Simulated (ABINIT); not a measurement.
## Positron calculation of Cs (part 1 of 2)

Cs (Im-3m, 1 atom in the cell), computed with Kohn-Sham DFT of a periodic cell, LDA, JTH PAW LDA v2.0, no spin polarisation (ABINIT 10.8.3).

The structure derives from a Materials Project entry.

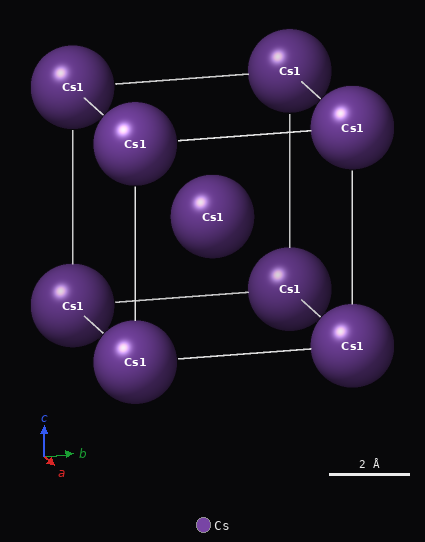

Fig. 1: The structure as given in the input (spheres-only view of the cell 2 times as large as that of the calculation, set on its symmetry axes, seen slightly off an axis; atoms are numbered from 1 in the order of the input).

Key numbers:

```tsv
quantity	value
outcome	converged
space group (tolerance 0.01 Å)	Im-3m (229)
electrons treated	9
free energy	−560.1105 eV
positron lifetime (one of the program's estimates)	370.2 ps
Fermi energy	0.647 eV
gap on the k-point mesh	none (metallic)
pressure	0.06 GPa
largest force (length of the vector)	under 0.001 eV/Å
hardware	1 thread of Intel Xeon @ 2.70GHz, 189 GiB of memory available, shared host
wall time	7.3 s
peak memory	0.11 GiB
```

Points of doubt noted for this run: PAW basis incomplete for positron.

Input file:
```
ndtset 2

pp_dirpath "./"
pseudos "Cs.LDA_PW-JTH.xml"

acell 3*1.0
rprim
    -5.3985125798     5.3985125798     5.3985125798
     5.3985125798    -5.3985125798     5.3985125798
     5.3985125798     5.3985125798    -5.3985125798
ntypat 1
znucl 55
natom 1
typat 1
chkprim 0
chksymtnons 0
tolsym 1.0e-6
xred
            0.0            0.0            0.0

ecut 544.227725 eV
pawecutdg 40.0
ecutsm 0.5

ixc 7

nstep 80

iomode 3
prteig 0
prtebands 0
prtwf 0

kptopt1 1
ngkpt1 4 4 4
nshiftk1 1
shiftk1 0.0 0.0 0.0
nband1 9
occopt1 3
tsmear1 0.2 eV
tolvrs1 1.0e-10
prtden1 1

positron2 1
ixcpositron2 11
getden2 1
kptopt2 0
nkpt2 1
kpt2 0.0 0.0 0.0
nband2 1
occopt2 2
occ2 1.0
posocc2 1.0
toldfe2 1.0e-9
optforces2 0
optstress2 0
prtden2 0
```

Command:
```bash
abinit run.abi > log 2>&1
```

Log:
```
.Version 10.8.3 of ABINIT
 DATASET    1 : space group Im -3 m (#229); Bravais cI (body-center cubic)
================================================================================
 Values of the parameters that define the memory need for DATASET  1.
     intxc =       0    ionmov =       0      iscf =      17    lmnmax =      18
     lnmax =       6     mgfft =      40  mpssoang =       3    mqgrid =    3001
     natom =       1  nloc_mem =       2    nspden =       1   nspinor =       1
    nsppol =       1      nsym =      48    n1xccc =       1    ntypat =       1
    occopt =       3   xclevel =       1
       mpw =        2700          nfft =       64000          nkpt =           8
 PAW method is used; the additional fine FFT grid is defined by:
   mgfftf=        54    nfftf =    157464
================================================================================
================================================================================

 DATASET    2 : space group Im -3 m (#229); Bravais cI (body-center cubic)
================================================================================
 Values of the parameters that define the memory need for DATASET  2.
     intxc =       0    ionmov =       0      iscf =      17    lmnmax =      18
     lnmax =       6     mgfft =      40  mpssoang =       3    mqgrid =    3001
     natom =       1  nloc_mem =       2    nspden =       1   nspinor =       1
    nsppol =       1      nsym =      48    n1xccc =       1    ntypat =       1
    occopt =       2   xclevel =       1
       mpw =        1366          nfft =       64000          nkpt =           1
 PAW method is used; the additional fine FFT grid is defined by:
   mgfftf=        54    nfftf =    157464
================================================================================
================================================================================

--------------------------------------------------------------------------------
------------- Echo of variables that govern the present computation ------------
--------------------------------------------------------------------------------
 -outvars: echo values of preprocessed input variables --------
            acell      1.0000000000E+00  1.0000000000E+00  1.0000000000E+00 Bohr
              amu      1.32905430E+02
          chkprim           0
      chksymtnons           0
             ecut      2.00000000E+01 Hartree
           ecutsm      5.00000000E-01 Hartree
           getden1          0
           getden2          1
              ixc           7
      ixcpositron1          1
      ixcpositron2         11
           jdtset        1    2
           kptopt1          1
           kptopt2          0
         kptrlatt        4    0    0      0    4    0      0    0    4
          kptrlen1     3.74019923E+01
          kptrlen2     3.00000000E+01
            natom           1
            nband1          9
            nband2          1
           ndtset           2
            ngfft          40      40      40
          ngfftdg          54      54      54
             nkpt1          8
             nkpt2          1
            nstep          80
             nsym          48
           ntypat           1
           occopt1          3
           occopt2          2
        optforces1          2
        optforces2          0
        optstress1          1
        optstress2          0
        pawecutdg      4.00000000E+01 Hartree
         positron1          0
         positron2          1
           prtden1          1
           prtden2          0
        prtebands           0
           prteig           0
            prtwf           0
            rprim     -5.3985125798E+00  5.3985125798E+00  5.3985125798E+00
                       5.3985125798E+00 -5.3985125798E+00  5.3985125798E+00
                       5.3985125798E+00  5.3985125798E+00 -5.3985125798E+00
           shiftk1     0.00000000E+00  0.00000000E+00  0.00000000E+00
           shiftk2     5.00000000E-01  5.00000000E-01  5.00000000E-01
          spgroup         229
           toldfe1     0.00000000E+00 Hartree
           toldfe2     1.00000000E-09 Hartree
           tolsym      1.00000000E-06
           tolvrs1     1.00000000E-10
           tolvrs2     0.00000000E+00
           tsmear1     7.34986444E-03 Hartree
           tsmear2     1.00000000E-02 Hartree
            typat      1
           useylm           1
            znucl       55.00000

================================================================================

 chkinp: Checking input parameters for consistency, jdtset=   1.

 chkinp: Checking input parameters for consistency, jdtset=   2.

================================================================================
== DATASET  1 ==================================================================

--- !DatasetInfo
iteration_state: {dtset: 1, }
dimensions: {natom: 1, nkpt: 8, mband: 9, nsppol: 1, nspinor: 1, nspden: 1, mpw: 2700, }
cutoff_energies: {ecut:  20.0, pawecutdg:  40.0, }
electrons: {nelect:   9.00000000E+00, charge:   0.00000000E+00, occopt:   3.00000000E+00, tsmear:   7.34986444E-03, }
meta: {optdriver: 0, ionmov: 0, optcell: 0, iscf: 17, paral_kgb: 0, }
...

 Exchange-correlation functional for the present dataset will be:
  LDA: Perdew-Wang 92 LSD fit to Ceperley-Alder data - ixc=7
  J.P.Perdew and Y.Wang, PRB 45, 13244 (1992)

 Real(R)+Recip(G) space primitive vectors, cartesian coordinates (Bohr,Bohr^-1):
 R(1)= -5.3985126  5.3985126  5.3985126  G(1)=  0.0000000  0.0926181  0.0926181
 R(2)=  5.3985126 -5.3985126  5.3985126  G(2)=  0.0926181  0.0000000  0.0926181
 R(3)=  5.3985126  5.3985126 -5.3985126  G(3)=  0.0926181  0.0926181  0.0000000
 Unit cell volume ucvol=  6.2933567E+02 bohr^3
 Angles (23,13,12)=  1.09471221E+02  1.09471221E+02  1.09471221E+02 degrees

 Coarse grid specifications (used for wave-functions):

 getcut: wavevector=  0.0000  0.0000  0.0000  ngfft=  40  40  40
         ecut(hartree)=     20.000   => boxcut(ratio)=   2.12626

 Fine grid specifications (used for densities):

 getcut: wavevector=  0.0000  0.0000  0.0000  ngfft=  54  54  54
         ecut(hartree)=     40.000   => boxcut(ratio)=   2.02845

--- Pseudopotential description ------------------------------------------------
- pspini: atom type   1  psp file is ./Cs.LDA_PW-JTH.xml
 Pseudopotential format is: paw10
 basis_size (lnmax)=  6 (lmn_size= 18), orbitals=   0   0   1   1   2   2
 Spheres core radius: rc_sph= 2.20660278
 Shapefunction is SIN type: shapef(r)=[sin(pi*r/rshp)/(pi*r/rshp)]**2
 Radius for shape functions =  2.00394208
 Compensation charge density is not taken into account in XC energy/potential

   4.81695927E+02                                ecore*ucvol(ha*bohr**3)
--------------------------------------------------------------------------------

================================================================================

--- !BeginCycle
iteration_state: {dtset: 1, }
solver: {iscf: 17, nstep: 80, nline: 4, wfoptalg: 10, }
tolerances: {tolvrs: 1.00E-10, }
...

     iter   Etot(hartree)      deltaE(h)  residm     nres2
 ETOT  1  -20.577134904895    -2.058E+01 1.239E-02 1.905E-02
 ETOT  2  -20.583678533490    -6.544E-03 1.008E-03 2.876E-03
 ETOT  3  -20.583678935151    -4.017E-07 1.250E-04 9.876E-04
 ETOT  4  -20.583679856373    -9.212E-07 9.734E-05 1.353E-04
 ETOT  5  -20.583680361990    -5.056E-07 1.349E-05 6.508E-07
 ETOT  6  -20.583680372734    -1.074E-08 7.938E-06 1.489E-07
 ETOT  7  -20.583680375097    -2.364E-09 1.519E-06 1.545E-08
 ETOT  8  -20.583680375143    -4.595E-11 8.857E-07 1.819E-09
 ETOT  9  -20.583680375137     6.409E-12 1.772E-07 5.871E-11

 At SCF step    9       nres2   =  5.87E-11 < tolvrs=  1.00E-10 =>converged.

 Cartesian components of stress tensor (hartree/bohr^3)
  sigma(1 1)= -2.04903084E-06  sigma(3 2)=  0.00000000E+00
  sigma(2 2)= -2.04903084E-06  sigma(3 1)=  0.00000000E+00
  sigma(3 3)= -2.04903084E-06  sigma(2 1)=  0.00000000E+00

--- !ResultsGS
iteration_state: {dtset: 1, }
comment   : Summary of ground state results
lattice_vectors:
- [ -5.3985126,   5.3985126,   5.3985126, ]
- [  5.3985126,  -5.3985126,   5.3985126, ]
- [  5.3985126,   5.3985126,  -5.3985126, ]
lattice_lengths: [   9.35050,    9.35050,    9.35050, ]
lattice_angles: [109.471, 109.471, 109.471, ] # degrees, (23, 13, 12)
lattice_volume:   6.2933567E+02
convergence: {deltae:  6.409E-12, res2:  5.871E-11, residm:  1.772E-07, diffor: null, }
etotal    :  -2.05836804E+01
entropy   :   0.00000000E+00
fermie    :   2.37839472E-02
cartesian_stress_tensor: # hartree/bohr^3
- [ -2.04903084E-06,   0.00000000E+00,   0.00000000E+00, ]
- [  0.00000000E+00,  -2.04903084E-06,   0.00000000E+00, ]
- [  0.00000000E+00,   0.00000000E+00,  -2.04903084E-06, ]
pressure_GPa:   6.0285E-02
xred      :
- [  0.0000E+00,   0.0000E+00,   0.0000E+00, Cs]
cartesian_forces: # hartree/bohr
- [ -0.00000000E+00,  -0.00000000E+00,  -0.00000000E+00, ]
force_length_stats: {min:   0.00000000E+00, max:   0.00000000E+00, mean:   0.00000000E+00, }
...

 Integrated electronic density in atomic spheres:
 ------------------------------------------------
 Atom  Sphere_radius  Integrated_density
    1        2.20660          5.33272542

================================================================================
```
